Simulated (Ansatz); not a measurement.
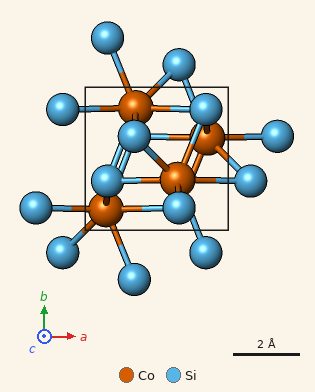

Starting structure of solid CoSi (set up in P2_13). A ball-and-stick model of the cell of the calculation, seen along the c axis.

Computed with DFT PBE, scalar-relativistic, plane waves, PAW in Ansatz 0.2.0.

Input
```yaml
crystal:
  lattice:
    - [4.3831181, 0.0, 0.0]
    - [0.0, 4.3831181, 0.0]
    - [0.0, 0.0, 4.3831181]
  atoms:
    - { symbol: Co, position: [0.85409671, 0.64590329, 0.35409671] }
    - { symbol: Co, position: [0.64590329, 0.35409671, 0.85409671] }
    - { symbol: Co, position: [0.35409671, 0.85409671, 0.64590329] }
    - { symbol: Co, position: [0.14590329, 0.14590329, 0.14590329] }
    - { symbol: Si, position: [0.15653929, 0.34346071, 0.65653929] }
    - { symbol: Si, position: [0.34346071, 0.65653929, 0.15653929] }
    - { symbol: Si, position: [0.65653929, 0.15653929, 0.34346071] }
    - { symbol: Si, position: [0.84346071, 0.84346071, 0.84346071] }
basis:
  ecutwfc: 420
kpoints:
  mp_grid: { grid: [8, 8, 8] }
hamiltonian:
  xc: pbe
scf:
  occupations: { method: gaussian, width: 0.1 }
output:
  forces: true
  stress: true
  eigenvalues: true
  write_density: true
  write_potential: true
  elf: true
  volumetric_format: npy
relax:
  adjacent_minimum: "off"
  f_tol: 0.005
  max_steps: 80
  cell: { stress_tol: 0.05 }
```

Command:
```bash
ansatz run input.yaml --threads 4 --pin off --max-ram 8192MiB --backend cpu --events-out ev --progress --plain --runs-dir out
```

**Predict the outcome.**

The largest moves relative to the cell, 0.007 Å, are those of Co1, Co2, Co3 and Co4. Co4 goes along [−1 −1 −1]. Largest moves by element: Co 0.007 Å, Si 0.002 Å. Cell: a = b = c 4.383 → 4.430 Å (+1.1 %). Volume +3.3 %. Near-neighbour distances that change, for instance: Co1–Si6 2.400 → 2.432 Å, Co1–Si6 (another image) 2.314 → 2.335 Å, Co1–Si5 2.296 → 2.316 Å. The space group stays P2_13 (No. 198). Over 4 accepted moves (5 points after the start) the energy falls by 8.0 meV per atom. The largest force component goes from 0.0088 to 0.00019 eV/Å. The pressure goes from 7.70 to 0.05 GPa. The SCF was repeated once at an unchanged geometry on a basis and grid sized afresh for the cell, which shifted the energy by 0.3 meV per atom at most. Cost: 34 s on 4 threads of Arm Neoverse V2 (shared host), peak memory 0.49 GiB.

The end point in the same view:

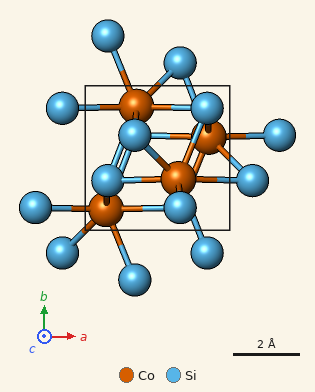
